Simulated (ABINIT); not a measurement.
# Au: optical-spectrum calculation (part 2 of 2)

Au (1 atom in the cell); Kohn-Sham DFT of a periodic cell, PBEsol, PseudoDojo NC SR PBEsol v0.4.1 standard, no spin polarisation (ABINIT 10.8.3); cutoff 1034.03 eV, 14×14×14 k-mesh, fermi-dirac of 0.2 eV. The structure derives from a Materials Project entry.

The program's output, continued:
```
 cartesian coordinates (angstrom) at end:
    1      0.00000000000000     0.00000000000000     0.00000000000000

 cartesian forces (hartree/bohr) at end:
    1     -0.00000000000000    -0.00000000000000    -0.00000000000000
 frms,max,avg= 0.0000000E+00 0.0000000E+00   0.000E+00  0.000E+00  0.000E+00 h/b

 cartesian forces (eV/Angstrom) at end:
    1     -0.00000000000000    -0.00000000000000    -0.00000000000000
 frms,max,avg= 0.0000000E+00 0.0000000E+00   0.000E+00  0.000E+00  0.000E+00 e/A
 length scales=  1.000000000000  1.000000000000  1.000000000000 bohr
              =  0.529177210544  0.529177210544  0.529177210544 angstroms
 Fermi (or HOMO) energy (hartree) =   0.47419   Average Vxc (hartree)=  -0.50975
 Eigenvalues (hartree) for nkpt= 168  k points:
 kpt#   1, nband= 14, wtk=  0.00146, kpt= -0.0179 -0.0179  0.0536 (reduced coord)
  -3.40872   -1.61536   -1.61520   -1.61520    0.11206    0.29560    0.29560    0.29834
   0.36794    0.36794    1.07970    1.07970    1.08049    1.33566
      occupation numbers for kpt#   1
   2.00000    2.00000    2.00000    2.00000    2.00000    2.00000    2.00000    2.00000
   2.00000    2.00000    0.00000    0.00000    0.00000    0.00000
 prteigrs : prtvol=0 or 1, do not print more k-points.

--- !EnergyTerms
iteration_state     : {dtset: 1, }
comment             : Components of total free energy in Hartree
kinetic             :  4.25125628756123E+01
hartree             :  2.59194965014123E+01
xc                  : -2.51312888423854E+01
Ewald energy        : -1.07317459407104E+02
psp_core            :  5.33886952705257E+00
local_psp           : -9.11415917579872E+01
non_local_psp       :  2.39859564163335E+00
internal            : -1.47420815461766E+02
'-kT*entropy'       : -1.32962561953252E-03
total_energy        : -1.47422145087386E+02
total_energy_eV     : -4.01156093118391E+03
band_energy         : -1.30255083725583E+01
...

 Cartesian components of stress tensor (hartree/bohr^3)
  sigma(1 1)= -1.34949675E-05  sigma(3 2)=  0.00000000E+00
  sigma(2 2)= -1.34949675E-05  sigma(3 1)=  0.00000000E+00
  sigma(3 3)= -1.34949675E-05  sigma(2 1)=  0.00000000E+00

-Cartesian components of stress tensor (GPa)         [Pressure=  3.9704E-01 GPa]
- sigma(1 1)= -3.97035650E-01  sigma(3 2)=  0.00000000E+00
- sigma(2 2)= -3.97035650E-01  sigma(3 1)=  0.00000000E+00
- sigma(3 3)= -3.97035650E-01  sigma(2 1)=  0.00000000E+00

================================================================================
== DATASET  2 ==================================================================

--- !DatasetInfo
iteration_state: {dtset: 2, }
dimensions: {natom: 1, nkpt: 168, mband: 26, nsppol: 1, nspinor: 1, nspden: 1, mpw: 1304, }
cutoff_energies: {ecut:  38.0, pawecutdg:  -1.0, }
electrons: {nelect:   1.90000000E+01, charge:   0.00000000E+00, occopt:   3.00000000E+00, tsmear:   7.34986444E-03, }
meta: {optdriver: 0, ionmov: 0, optcell: 0, iscf: -3, paral_kgb: 0, }
...

 mkfilename : getden/=0, take file _DEN from output of DATASET   1.

 Real(R)+Recip(G) space primitive vectors, cartesian coordinates (Bohr,Bohr^-1):
 R(1)= -3.0604603  3.0604603  3.0604603  G(1)=  0.0000000  0.1633741  0.1633741
 R(2)=  3.0604603 -3.0604603  3.0604603  G(2)=  0.1633741  0.0000000  0.1633741
 R(3)=  3.0604603  3.0604603 -3.0604603  G(3)=  0.1633741  0.1633741  0.0000000
 Unit cell volume ucvol=  1.1466219E+02 bohr^3
 Angles (23,13,12)=  1.09471221E+02  1.09471221E+02  1.09471221E+02 degrees

 getcut: wavevector=  0.0000  0.0000  0.0000  ngfft=  30  30  30
         ecut(hartree)=     38.000   => boxcut(ratio)=   2.03947
--------------------------------------------------------------------------------

================================================================================

--- !BeginCycle
iteration_state: {dtset: 2, }
solver: {iscf: -3, nstep: 120, nline: 4, wfoptalg: 0, }
tolerances: {tolwfr: 1.00E-12, }
...

     iter   Etot(hartree)      deltaE(h)  residm     vres2
 Non-SCF case, kpt    1 ( -0.01786 -0.01786  0.05357), residuals and eigenvalues=
  2.09E-13  4.51E-13  3.62E-13  4.56E-13  3.55E-13  8.64E-13  2.88E-13  1.81E-13
  5.26E-13  2.84E-13  4.52E-13  6.73E-13  3.17E-13  6.13E-13  5.26E-13  2.95E-13
  2.84E-13  2.44E-13  9.32E-13  2.36E-13  7.18E-13  6.78E-13  8.98E-13  2.32E-13
  3.82E-13  7.35E-08
 -3.4087E+00 -1.6154E+00 -1.6152E+00 -1.6152E+00  1.1206E-01  2.9560E-01
  2.9560E-01  2.9834E-01  3.6794E-01  3.6794E-01  1.0797E+00  1.0797E+00
  1.0805E+00  1.3356E+00  1.3356E+00  1.3447E+00  1.4294E+00  1.4294E+00
  1.6043E+00  1.6065E+00  1.6065E+00  1.7328E+00  2.0063E+00  2.0087E+00
  2.0087E+00  2.2742E+00
 prteigrs : prtvol=0 or 1, do not print more k-points.

--- !ResultsGS
iteration_state: {dtset: 2, }
comment   : Summary of ground state results
lattice_vectors:
- [ -3.0604603,   3.0604603,   3.0604603, ]
- [  3.0604603,  -3.0604603,   3.0604603, ]
- [  3.0604603,   3.0604603,  -3.0604603, ]
lattice_lengths: [   5.30087,    5.30087,    5.30087, ]
lattice_angles: [109.471, 109.471, 109.471, ] # degrees, (23, 13, 12)
lattice_volume:   1.1466219E+02
convergence: {deltae:  0.000E+00, res2:  0.000E+00, residm:  9.999E-13, diffor:  0.000E+00, }
etotal    :  -1.47422145E+02
entropy   :   0.00000000E+00
fermie    :   4.74187346E-01
cartesian_stress_tensor: null
pressure_GPa: null
xred      :
- [  0.0000E+00,   0.0000E+00,   0.0000E+00, Au]
cartesian_forces: null
force_length_stats: {min: null, max: null, mean: null, }
...

 Integrated electronic density in atomic spheres:
 ------------------------------------------------
 Atom  Sphere_radius  Integrated_density
    1        2.00000         15.54650887
================================================================================

 ----iterations are completed or convergence reached----

 Mean square residual over all n,k,spin=   38.293E-14; max=  99.991E-14
 reduced coordinates (array xred) for    1 atoms
       0.000000000000      0.000000000000      0.000000000000

 cartesian coordinates (angstrom) at end:
    1      0.00000000000000     0.00000000000000     0.00000000000000
 length scales=  1.000000000000  1.000000000000  1.000000000000 bohr
              =  0.529177210544  0.529177210544  0.529177210544 angstroms
 Eigenvalues (hartree) for nkpt= 168  k points:
 kpt#   1, nband= 26, wtk=  0.00146, kpt= -0.0179 -0.0179  0.0536 (reduced coord)
  -3.40872   -1.61536   -1.61520   -1.61520    0.11206    0.29560    0.29560    0.29834
   0.36794    0.36794    1.07970    1.07970    1.08049    1.33558    1.33558    1.34471
   1.42936    1.42936    1.60427    1.60650    1.60650    1.73279    2.00635    2.00867
   2.00867    2.27422
      occupation numbers for kpt#   1
   2.00000    2.00000    2.00000    2.00000    2.00000    2.00000    2.00000    2.00000
   2.00000    2.00000    0.00000    0.00000    0.00000    0.00000    0.00000    0.00000
   0.00000    0.00000    0.00000    0.00000    0.00000    0.00000    0.00000    0.00000
   0.00000    0.00000
 prteigrs : prtvol=0 or 1, do not print more k-points.

--- !EnergyTerms
iteration_state     : {dtset: 2, }
comment             : Components of total free energy in Hartree
kinetic             :  4.25125630623705E+01
hartree             :  2.59194965014123E+01
xc                  : -2.51312888423854E+01
Ewald energy        : -1.07317459407104E+02
psp_core            :  5.33886952705257E+00
local_psp           : -9.11415917579872E+01
non_local_psp       :  2.39859569808227E+00
internal            : -1.47420815218559E+02
'-kT*entropy'       : -1.32962561687489E-03
total_energy        : -1.47422144844176E+02
...

--- !EnergyTermsDC
iteration_state     : {dtset: 2, }
comment             : '"Double-counting" decomposition of free energy'
band_energy         : -1.30255083017396E+01
Ewald energy        : -1.07317459407104E+02
psp_core            :  5.33886952705257E+00
xc_dc               : -3.24167172799781E+01
internal            : -1.47420815461769E+02
'-kT*entropy'       : -1.32962561687489E-03
total_energy_dc     : -1.47422145087386E+02
...

================================================================================
== DATASET  3 ==================================================================

--- !DatasetInfo
iteration_state: {dtset: 3, }
dimensions: {natom: 1, nkpt: 168, mband: 22, nsppol: 1, nspinor: 1, nspden: 1, mpw: 1304, }
cutoff_energies: {ecut:  38.0, pawecutdg:  -1.0, }
electrons: {nelect:   1.90000000E+01, charge:   0.00000000E+00, occopt:   3.00000000E+00, tsmear:   7.34986444E-03, }
meta: {optdriver: 8, wfk_task: 7, }
...

 mkfilename : getwfk/=0, take file _WFK from output of DATASET   2.

--------------------------------------------------------------------------------

 Computation of velocity matrix elements (DDK)

 Parameters extracted from the Abinit header:
    ecut:     38.0
    nkpt:    5488
    mband:   26
    nsppol:  1
    nspinor: 1
    useylm:  0
    inclvkb: 2
    bmin: 1, bmax: 26
    Computing diagonal and off-diagonal matrix elements
    Between band index bmin: 1, bmax: 26

== END DATASET(S) ==============================================================
================================================================================

 -outvars: echo values of variables after computation  --------
            acell      1.0000000000E+00  1.0000000000E+00  1.0000000000E+00 Bohr
           etotal1    -1.4742214509E+02
           etotal2    -1.4742214509E+02
           etotal3     0.0000000000E+00
            fcart1    -0.0000000000E+00 -0.0000000000E+00 -0.0000000000E+00
            fcart3     0.0000000000E+00  0.0000000000E+00  0.0000000000E+00
            rprim     -3.0604602516E+00  3.0604602516E+00  3.0604602516E+00
                       3.0604602516E+00 -3.0604602516E+00  3.0604602516E+00
                       3.0604602516E+00  3.0604602516E+00 -3.0604602516E+00
           strten1    -1.3494967463E-05 -1.3494967463E-05 -1.3494967463E-05
                       0.0000000000E+00  0.0000000000E+00  0.0000000000E+00
           strten3     0.0000000000E+00  0.0000000000E+00  0.0000000000E+00
                       0.0000000000E+00  0.0000000000E+00  0.0000000000E+00
 Calculation completed.
```

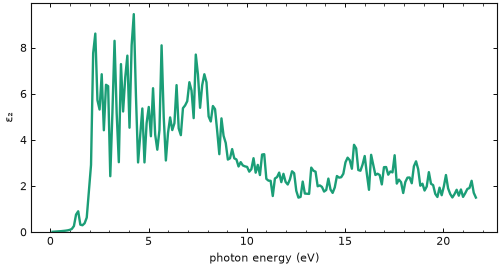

**Figure 1.** Imaginary part of the dielectric function (first component that the program prints). The highest peak, 9.5, lies at 4.25 eV.

This output came from the following input.

The input:
```
ndtset 3

pp_dirpath "./"
pseudos "Au.upf"

acell 3*1.0
rprim
    -3.0604602516     3.0604602516     3.0604602516
     3.0604602516    -3.0604602516     3.0604602516
     3.0604602516     3.0604602516    -3.0604602516
ntypat 1
znucl 79
natom 1
typat 1
chkprim 0
chksymtnons 0
tolsym 1.0e-6
xred
            0.0            0.0            0.0

ecut 38.0
ecutsm 0.5

ngkpt 14 14 14
nshiftk 2
shiftk
     0.2500000000     0.2500000000     0.2500000000
    -0.2500000000    -0.2500000000    -0.2500000000
istwfk *1

ixc -116133

occopt 3
tsmear 0.2 eV

nstep 80

iomode 3
prteig 0
prtebands 0

nband1 14
tolvrs1 1.0e-12
prtden1 1
prtwf1 0
kptopt1 1

iscf2 -3
getden2 1
nband2 26
nbdbuf2 4
tolwfr2 1.0e-12
nstep2 120
prtden2 0
kptopt2 1

optdriver3 8
wfk_task3 "wfk_optics_fullbz"
getwfk3 2
nband3 22
kptopt3 1
prtevk3 1
inclvkb3 2
```

File optic.abi:
```
&FILES
 ddkfile_1 = 'runo_DS3_1_EVK.nc',
 ddkfile_2 = 'runo_DS3_2_EVK.nc',
 ddkfile_3 = 'runo_DS3_3_EVK.nc',
 wfkfile = 'runo_DS3_WFK.nc'
/
&PARAMETERS
 broadening = 0.001837,
 domega = 0.002,
 maxomega = 0.8,
 scissor = 0.000000,
 tolerance = 0.002
/
&COMPUTATIONS
 num_lin_comp = 1,
 lin_comp = 11,
 num_nonlin_comp = 0
/
```

Launch command:
```bash
abinit run.abi > log 2>&1
optic optic.abi > optic.log 2>&1
```

Summary:

```tsv
quantity	value
outcome	converged
space group (tolerance 0.01 Å)	Im-3m (229)
electrons treated	19
free energy	−4011.5609 eV
Fermi energy	12.903 eV
pressure	0.40 GPa
largest force (length of the vector)	under 0.001 eV/Å
hardware	1 thread of Intel Xeon (Sapphire Rapids), 32 GiB of memory available, shared host
wall time	4.6 min
peak memory	3.3 GiB
```

Notes:

Points of doubt noted for this run: no intraband term. Spin–orbit coupling is left out, which matters for Au.
